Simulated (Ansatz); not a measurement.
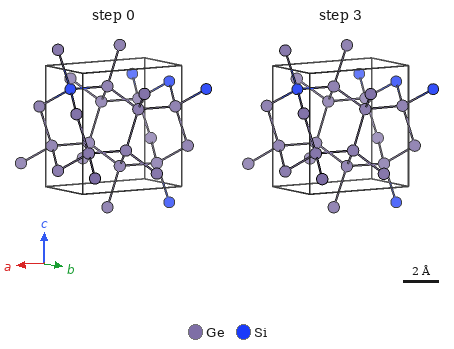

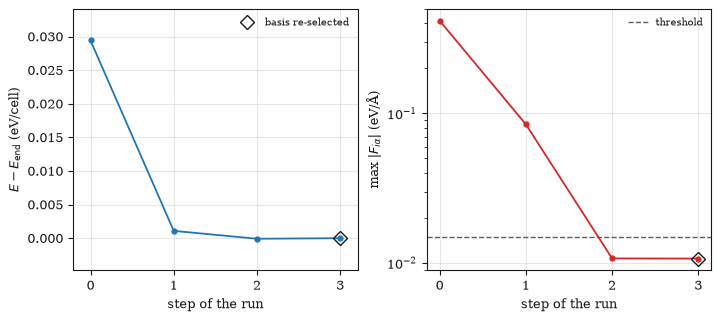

First and last geometry of a relaxation of a crystal of SiGe7 (set up in Pm), with the history of the run. The picture is a ball-and-stick view of the cell of the calculation, reduced to other axes, seen from a free direction. Lengths and directions refer to the drawn axes.

Case: 1 of 8 Ge sites taken by Si, cell and atoms relaxed.

All numbers below come from DFT PBE, scalar-relativistic, plane waves, PAW (Ansatz).

Input
```yaml
crystal:
  lattice:
    - [2.0161671292, 3.4921039043, 0.0]
    - [0.0, 0.0, 6.651674961]
    - [6.0485013875, -3.4921039043, 0.0]
  atoms:
    - { symbol: Ge, position: [0.5, 0.0628123096, 0.1666666667] }
    - { symbol: Ge, position: [1.0, 0.0628123096, 0.6666666667] }
    - { symbol: Ge, position: [0.5, 0.5628123096, 0.8333333333] }
    - { symbol: Ge, position: [1.0, 0.5628123096, 0.3333333333] }
    - { symbol: Ge, position: [0.5, 0.4371876904, 0.1666666667] }
    - { symbol: Ge, position: [1.0, 0.4371876904, 0.6666666667] }
    - { symbol: Si, position: [0.5, 0.9371876904, 0.8333333333] }
    - { symbol: Ge, position: [1.0, 0.9371876904, 0.3333333333] }
basis:
  ecutwfc: 420
kpoints:
  mp_grid: { grid: [10, 6, 6] }
hamiltonian:
  xc: pbe
scf:
  occupations: { method: gaussian, width: 0.1 }
output:
  forces: true
  stress: true
  eigenvalues: true
relax:
  adjacent_minimum: "off"
  f_tol: 0.015
  max_steps: 60
  cell: { stress_tol: 0.15 }
```

Run as
```bash
ansatz run input.yaml --threads 1 --pin off --max-ram 2560MiB --backend cpu --events-out ev --progress --plain --runs-dir out
```

Read the history and describe the run.

Answer. It converged. The atom that moves furthest relative to the cell is Ge3 (0.046 Å along +a). Largest moves by element: Ge 0.046 Å, Si 0.004 Å. The drawn cell changes as follows: a 6.652 → 6.645 Å (−0.1 %), b 4.032 → 4.028 Å (−0.1 %), c 6.984 → 6.977 Å (−0.1 %); the volume changes by −0.3 %. Among the contacts that change: Ge3–Si7 2.490 → 2.446 Å, Ge1–Si7 2.473 → 2.431 Å, Ge2–Si7 2.473 → 2.445 Å, Ge2–Ge8 2.473 → 2.500 Å. The space group stays Pm (No. 6). Over 2 accepted moves (3 points after the start) the energy falls by 29.4 meV per cell of the calculation. Largest force component: 0.42 eV/Å at the start, 0.011 eV/Å at the end. The pressure goes from −0.18 to −0.01 GPa. The SCF was repeated once at an unchanged geometry on a basis and grid sized afresh for the cell, which shifted the energy by 0.1 meV per cell of the calculation at most.
